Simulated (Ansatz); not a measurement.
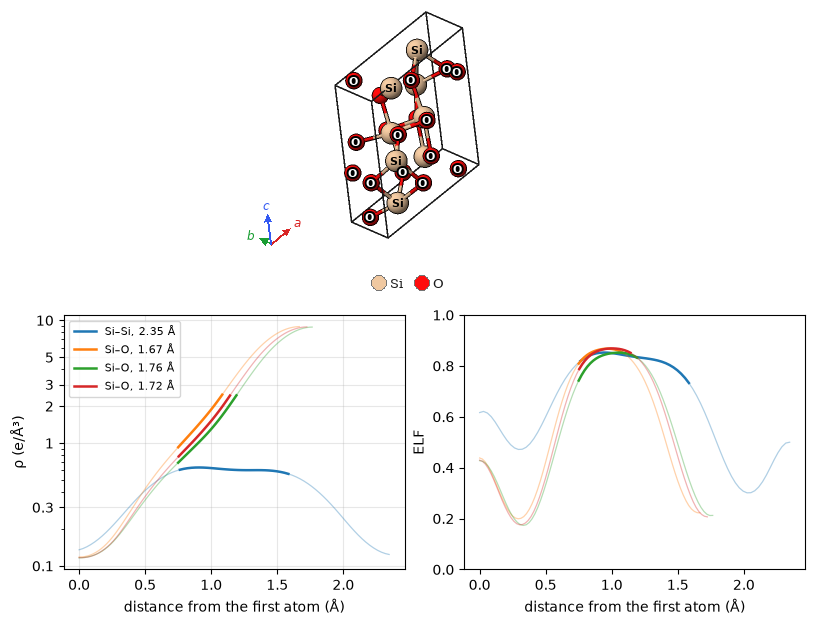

*Si$_{8}$O$_{15}$ (cell charge −2, with a compensating background) (cell with a defect). Valence electron density and electron localisation function along straight lines between neighbouring atoms. Thin, pale parts lie inside the atomic spheres. The structure is drawn too.*

PAW files of the earlier set (soft_1).

These are results of DFT PBEsol, scalar-relativistic, plane waves, PAW (Ansatz), not measurements.

In a PAW calculation such maps are meaningful between the atoms, not at the nuclei.

**What can be read from the curves?**

Si–Si (2.35 Å): the density is about 0.61 e/Å³ at the midpoint; the ELF peaks at about 0.85 between the atoms.
Si–O (1.67 Å): ρ at the midpoint is about 1.2 e/Å³; the ELF peaks at about 0.85 between the atoms.
Si–O (1.76 Å): ρ is about 0.96 e/Å³ halfway; the ELF peaks at about 0.85 between the atoms.
Si–O (1.72 Å): ρ at the midpoint is about 1 e/Å³; the ELF peaks at about 0.85 between the atoms.
